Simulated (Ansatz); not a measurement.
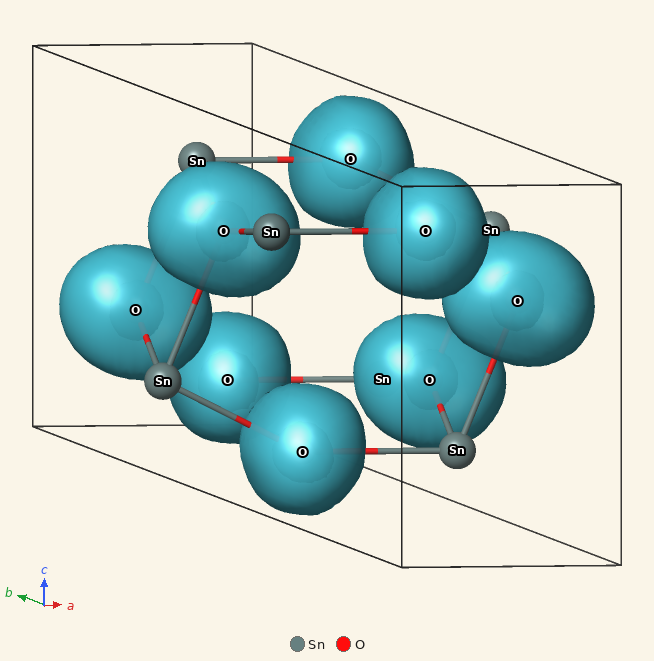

*SnO2. Isosurface of the electron localisation function at 0.7 (cyan), seen at an oblique angle. Only the valence region is drawn (cores and ρ < 0.01 e/Å³ removed). Sticks mark near contacts.*

Space group C2/c; a structure from a database of computed crystals, not necessarily the ambient phase; not relaxed (largest force 1.3 eV/Å).

Method: DFT r2SCAN, scalar-relativistic, plane waves, PAW (Ansatz).

In a PAW calculation such maps are meaningful between the atoms, not at the nuclei.

The calculation's input:

```
crystal:
  lattice:
    - [-1.9995434675, 1.9995434675, 5.1020851542]
    - [1.9995434675, -1.9995434675, 5.1020851542]
    - [1.9995434675, 1.9995434675, -5.1020851542]
  atoms:
    - { symbol: Sn, position: [0.7721021321, 0.2721021321, 0.5442042642] }
    - { symbol: Sn, position: [-0.0221021321, -0.0221021321, -0.0442042642] }
    - { symbol: O, position: [0.8206349416, 0.8083279952, 0.0362302811] }
    - { symbol: O, position: [0.9293650584, 0.4416720048, 0.4637697189] }
    - { symbol: O, position: [0.2155953394, 0.2279022858, 0.0362302811] }
    - { symbol: O, position: [0.5344046606, 0.0220977142, 0.4637697189] }
basis:
  ecutwfc: 500
kpoints:
  mp_grid: { grid: [10, 10, 10] }
hamiltonian:
  xc: r2scan
scf:
  occupations: { method: gaussian, width: 0.05 }
output:
  forces: true
  stress: true
  eigenvalues: true
  write_density: true
  write_potential: true
  elf: true
  volumetric_format: npy
```

Command:

```sh
ansatz run input.yaml --threads 2 --pin off --max-ram 5120MiB --backend cpu --events-out ev --progress --plain --runs-dir out
```

Below, planes, directions and counts refer to the conventional cell (a = 5.66 Å, b = 5.66 Å, c = 5.83 Å, α = 90.00°, β = 119.00°, γ = 90.00°).

### Where are the electrons localised?

At this value the surface marks out eight regions wrapped around O (the valence shell of each), counted in one cell of 12 atoms. Any copies at cell faces, edges or corners count once. Profiles from the grid: Sn–O (2.02 Å): the ELF peaks at about 0.80 in the valence shell of O, 0.6 Å from its nucleus, and is about 0.25 at the midpoint: no localised pair shows between them. Sn–O (2.09 Å): the ELF peaks at about 0.80 in the valence shell of O, 0.6 Å from its nucleus, and is about 0.25 at the midpoint: no localised pair shows between them.

### Metal or insulator at this level of theory?

It is gapped, with a Kohn–Sham gap of 2.2 eV on the k-point mesh (the band edges may lie off the mesh, which would make the gap smaller).
